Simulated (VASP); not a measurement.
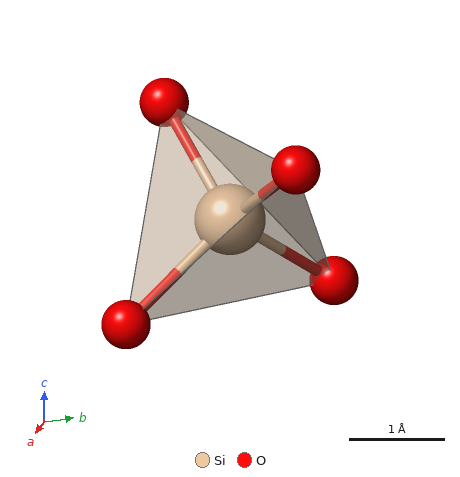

Coordination of Si in SiO2 (P6_422). Continuous shape measures are computed against ideal polyhedra (0 is ideal; above about 3 the distortion is strong). Origin: a cell listed in the Materials Project, as set up for an electronic-structure calculation.

What geometry does the central atom have?

SiO4: an essentially ideal tetrahedron (coordination number 4, S = 0.02; next best see-saw, S = 9.4).

Does the central atom sit at the centroid of its ligands?

Yes, to within 0.01 Å; the site symmetry is 222.

How long are the bonds?

4 × Si–O 1.61 Å. The next neighbour, not counted, lies at 3.13 Å.
